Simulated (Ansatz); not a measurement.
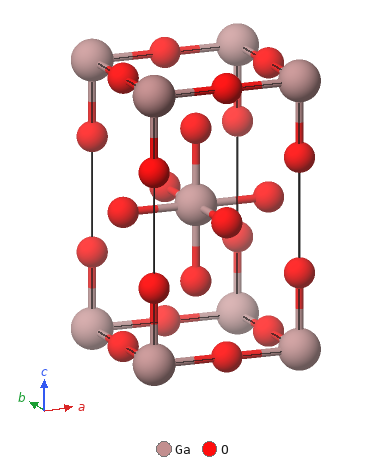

The crystal in a ball-and-stick representation, seen slightly off an axis. The parallelepiped is the conventional unit cell. Cell: a = 3.96 Å, b = 3.96 Å, c = 6.94 Å, α = 90.00°, β = 90.00°, γ = 90.00°.

The cell started as a structure type filled with these elements by a generator (whether the compound takes this form wasn't checked). Earlier steps of the study, as a rule a relaxation of our own, may have changed the cell and positions, so they can lie some per cent off the listed ones. A calculation with Ansatz used it as input.

Question: Caption:

Answer: The stoichiometry is GaO₄. The atoms follow space group I4/mmm (No. 139); the Bravais lattice is body-centred tetragonal. The cell comprises 2 formula units: 2 Ga, 8 O. Around each Ga lie six O in an octahedral arrangement at about 2.0 Å. O takes two kinds of site: 4e with one Ga at about 2.0 Å; 4c with two Ga in a linear arrangement at about 2.0 Å. The bonds build GaO4 layers parallel to (001).

Calculation details: Ansatz 0.2.0, DFT PBE, scalar-relativistic, plane waves, PAW; a cutoff energy of 420 eV, k-points about 0.16 Å⁻¹ apart, Gaussian smearing of 0.1 eV, collinear spins.

Question: Which atoms carry magnetic moments in this run, and how do they order?

Answer: The state reached is ferromagnetic. Sizes: O 1.0 to 1.3 μB; net moment 5.0 μB in the run's cell of 5 atoms.

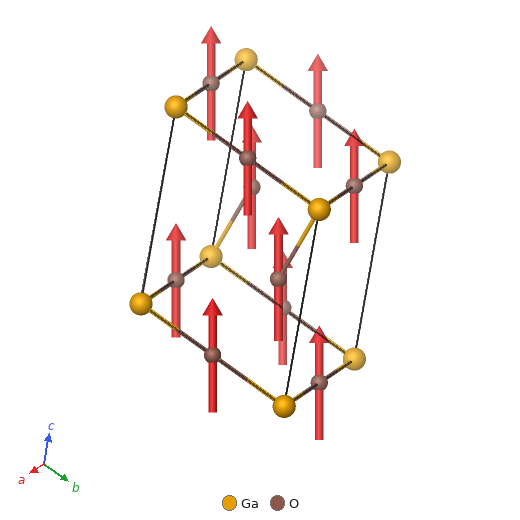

Site moments above 0.25 μB as arrows, small induced ones on non-metal atoms left out (red along the largest or up, blue against, purple across). The run's cell of 5 atoms is drawn in a reduced setting, so axes and origin can differ from the first picture.

Question: Classify it as metallic or gapped, with the value.

Answer: A metal: bands cross the Fermi level.

Question: How are the electrons shared out in a Bader analysis?

Answer: Ga +1.95 e; O -0.60 to -0.38 e.

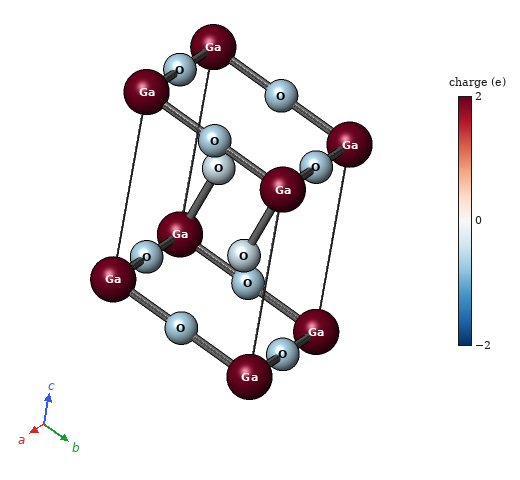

The atoms coloured by those charges. The run's cell of 5 atoms is drawn in a reduced setting, so axes and origin can differ from the first picture.

Question: Does the calculation find this structure at rest?

Answer: Yes. All forces vanish to within 0.01 eV/Å. The pressure is 0.0 GPa, close to zero.
